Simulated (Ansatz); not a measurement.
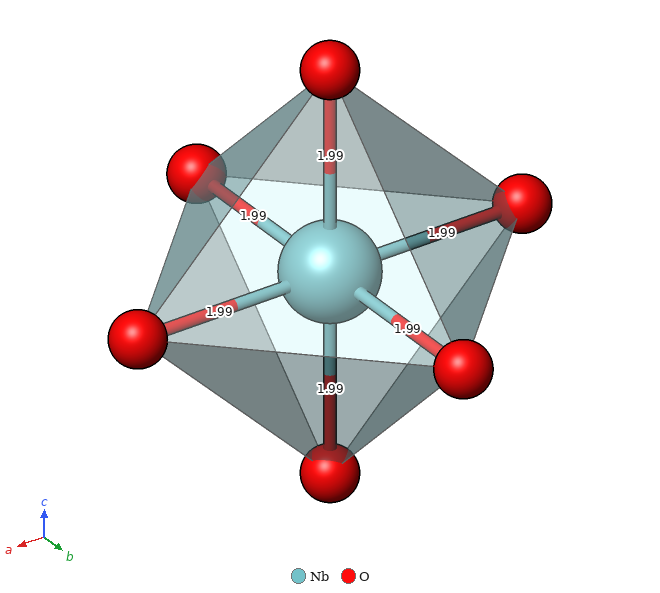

The NbO6 unit about Nb in KNbO₃. Origin: the geometry relaxed with DFT PBEsol, scalar-relativistic, plane waves, PAW (Ansatz).

KNbO3, space group Pm-3m (No. 221), a = 3.986 Å, b = 3.986 Å, c = 3.986 Å, α = 90.00°, β = 90.00°, γ = 90.00°

```
site  Wyckoff       x       y       z
   K       1a  0.0000  0.0000  0.0000
  Nb       1b  0.5000  0.5000  0.5000
   O       3c  0.0000  0.5000  0.5000
```

### Compute the usual distortion measures of this polyhedron.

It is closest to the octahedron.

```
                                 measure     value
                        mean bond length   1.993 Å
     bond-length distortion index (Baur)     0.000
   effective coordination number (Hoppe)      6.00
    shape measure against the octahedron      0.00
shape measure against the trigonal prism     16.74
     centre off the ligands' centroid by    0.00 Å
                       polyhedral volume  10.56 Å³
                    quadratic elongation     1.000
                     bond-angle variance  0.0 deg²
```
